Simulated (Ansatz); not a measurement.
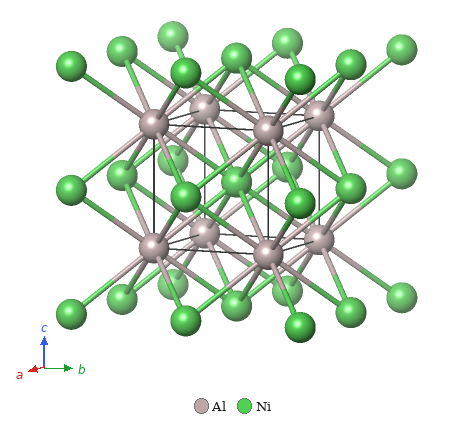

Drawn in the ball-and-stick manner and seen slightly off an axis. Atoms at the boundary of the unit cell (the box) are drawn once for each face, edge or corner they touch. The first bonded neighbours in the surrounding cells are also shown.

AlNi, a = 2.894 Å, b = 2.894 Å, c = 2.890 Å, α = 90.00°, β = 90.00°, γ = 90.00°. Within 0.01 Å the space group is Pm-3m (No. 221), primitive cubic: caesium chloride (CsCl, B2) type. The structure comes from a structure listed in the Materials Project. Earlier steps of the study may have refined or changed the cell and positions. It was run through Ansatz as a DFT input.

This one geometry was computed with Ansatz (DFT, plane waves, PAW) at three levels of theory: PBE, LDA and r2SCAN.

Which level gives the highest pressure at this volume, and what does that say about its equilibrium volume?

Highest: PBE (0.0 GPa), which points to the largest equilibrium volume. Lowest, with the smallest volume: LDA (-10.3 GPa). Levels within 0.5 GPa of each other can't be told apart.

How does the band gap change with the level of theory?

All levels give a metal.

Collect the results in a table.

| level | cutoff (eV) | k-mesh of the run's cell | gap (eV) | pressure (GPa) |
| --- | --- | --- | --- | --- |
| PBE | 420 | 20×20×18 | metal | 0.0 |
| LDA | 420 | 20×20×18 | metal | -10.3 |
| r2SCAN | 500 | 20×20×18 | metal | -5.1 |

Gaps are taken on the k-mesh or band path of each run.
